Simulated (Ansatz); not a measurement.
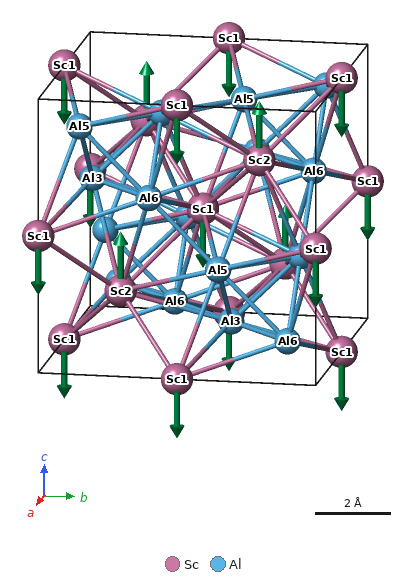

Normal modes of crystalline ScAl2, at the zone centre. The optical levels lie at 176 (×3), 206 (×3), 212 (×3), 271 (×2), 358 (×3), 474 cm⁻¹. One mode is drawn. The green arrows are the displacements of the atoms (eigenvector over the root of the mass), of arbitrary overall length and sign. Style: ball-and-stick. Shown: the conventional cell (4 times the calculation's cell), slightly off an axis. Lengths and directions refer to the drawn axes.

These are results of DFT r2SCAN, scalar-relativistic, plane waves, PAW in Ansatz, not measurements. Settings: plane-wave cutoff 500 eV; k-point mesh 12 × 12 × 12; occupations gaussian; smearing width 0.15 eV; no spin polarisation.

### To which level does it belong?

The level at 206 cm⁻¹. This is the T₂g mode (triply degenerate; one member of the set is drawn), optical level 2 of 6, counted from below, Raman-active by symmetry. The Al atoms stay at rest; all motion is along c; atoms of one kind move against one another, with no net shift of their sublattice.
